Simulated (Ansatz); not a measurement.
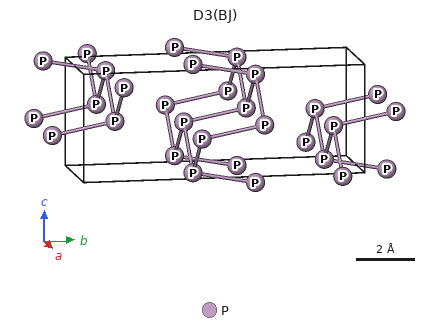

Crystalline P (set up in Cmce), relaxed (cell and atoms) with several dispersion corrections. The picture shows the result with D3(BJ). The picture is a ball-and-stick view of the conventional cell (2 times the calculation's cell), seen slightly off an axis. Lengths and directions refer to the drawn axes.

Computed with Ansatz 0.2.0: PBEsol, Ansatz PAW. Settings: plane-wave cutoff 420 eV; k-point mesh 8 × 8 × 6; occupations fermi-dirac; smearing width 0.05 eV; no spin polarisation; cell and atoms relaxed; force threshold 0.01 eV/Å.

```csv
dispersion correction,volume (Å³/atom),a (Å),b (Å),c (Å)
D3(BJ),15.780,3.340,9.919,3.811
none,17.873,3.316,10.272,4.198
D3(BJ)-ATM,?,?,?,?
D4,16.196,3.342,10.019,3.869
```

Q: Estimate the missing row from the others, and compare with the calculation.

A: With D3(BJ)-ATM the volume falls between D3(BJ) (15.780) and D4 (16.196). The calculation gives 15.964 Å³/atom (a = 3.341 Å, b = 9.962 Å, c = 3.837 Å). In order of volume: D3(BJ) < D3(BJ)-ATM < D4 < none; the spread is 13.3 %.

Each member starts from this one structure; whether another phase lies lower wasn't checked.
